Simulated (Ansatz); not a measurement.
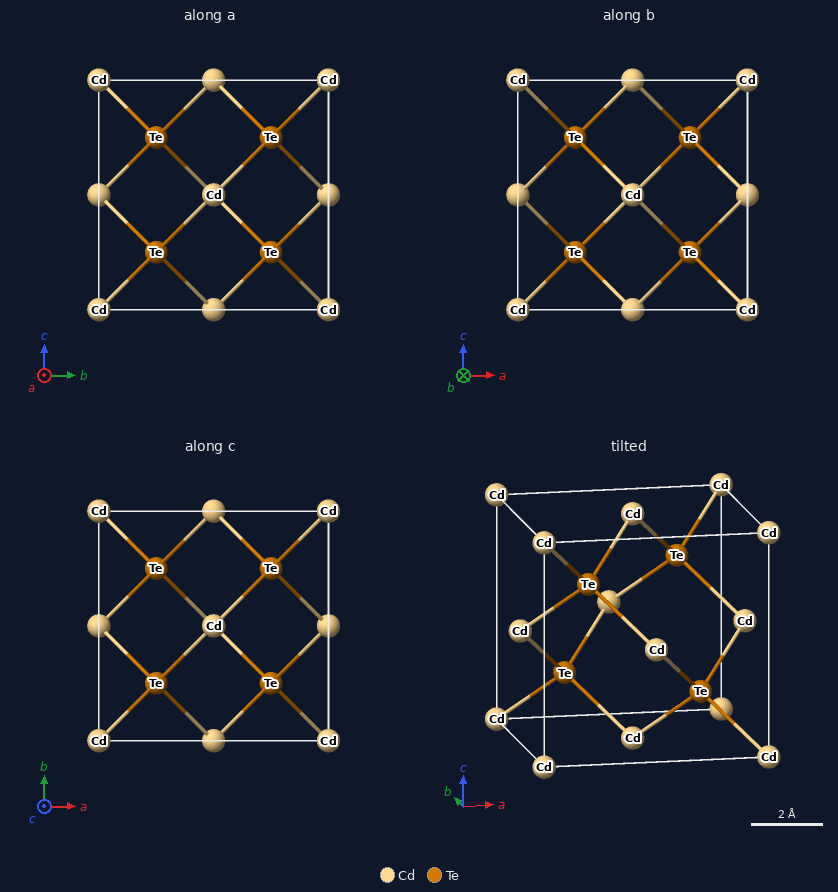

View along the a axis, along the b axis, along the c axis and slightly off an axis, drawn as a ball-and-stick model. The wireframe shows the conventional unit cell.

Lattice parameters: a = 6.495 Å, b = 6.495 Å, c = 6.495 Å, α = 90.00°, β = 90.00°, γ = 90.00°. Put a along x and b in the xy plane.

Put the structure into a POSCAR file.

Answer.
```
Cd Te
1.0
     6.495    0.000    0.000
     0.000    6.495    0.000
     0.000    0.000    6.495
Cd Te
4 4
Direct
  0.0000 0.0000 0.0000
  0.0000 0.5000 0.5000
  0.5000 0.0000 0.5000
  0.5000 0.5000 0.0000
  0.2500 0.2500 0.7500
  0.2500 0.7500 0.2500
  0.7500 0.2500 0.2500
  0.7500 0.7500 0.7500
```

The cell started as a structure type known for this compound. The cell was then strained or its atoms displaced on purpose. Ansatz was used for an electronic-structure calculation on it.
